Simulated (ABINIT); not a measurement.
KCl (Fm-3m): how ε∞ follows the gap

The empty bands of KCl (Fm-3m) are shifted up rigidly by Δ, and ε∞ is computed for each shift.

Cell: a, b, c = 4.450, 4.450, 4.450 Å (primitive vectors), 2 atoms.

Method: ABINIT 10.8.3, PBE, independent particles, k-mesh 9×9×9, Lorentzian half width 0.04 eV.

Launch of the response step: `optic optic.abi`. The series took 37 s in all, its band step included, on 4 threads of Arm Neoverse V2, on a shared host.

| Δ (eV) | ε∞ |
| --- | --- |
| 0.00 | 2.561 |
| 0.40 | 2.503 |
| 0.80 | 2.449 |
| 1.20 | ? |
| 1.60 | 2.354 |
| 2.00 | 2.311 |

With one effective transition at E₀ and fixed dipole strength, ε∞ − 1 = A/(E₀ + Δ), so 1/(ε∞ − 1) is linear in Δ.

Working, on the rows shown:

| x = Δ (eV) | y = 1/(ε∞ − 1) |
| --- | --- |
| 0 | 0.640615 |
| 0.4 | 0.665336 |
| 0.8 | 0.690131 |
| 1.6 | 0.738552 |
| 2 | 0.762777 |

Means: x̄ = 0.96, ȳ = 0.69948. Σ(x − x̄)(y − ȳ) = 0.168, Σ(x − x̄)² = 2.752. Slope = 0.168 / 2.752 = 0.06103; intercept = ȳ − slope · x̄ = 0.64089. Turned back into ε∞, the line misses the rows shown by at most 0.00087.

Predict the last column of the withheld row from the fit.

At x = 1.2 the line gives y = 0.71413, that is 2.400. The run gave 2.400, so the interpolation holds to the digits printed.

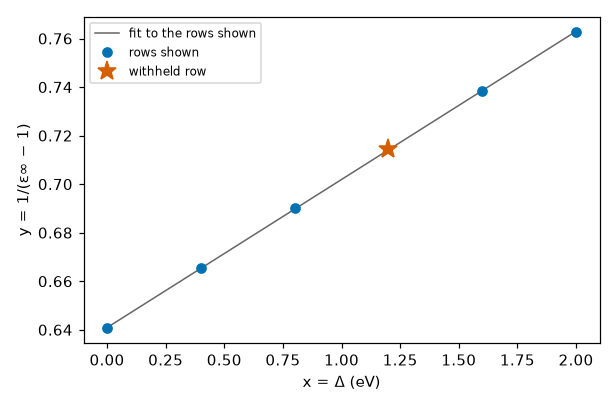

Refitted with all rows, the slope is 0.06104 and the intercept 0.64091. These give E₀ = intercept/slope = 10.5 eV, far above the least direct gap of 5.19 eV: most of the screening comes from transitions well over the edge. Over the first step ε∞ falls by 6 % per eV. Excitons are left out and so are local fields; PBE gaps are as a rule too small. The values come from a sum over the points of one k-mesh and carry its error, which grows as the direct gap shrinks.
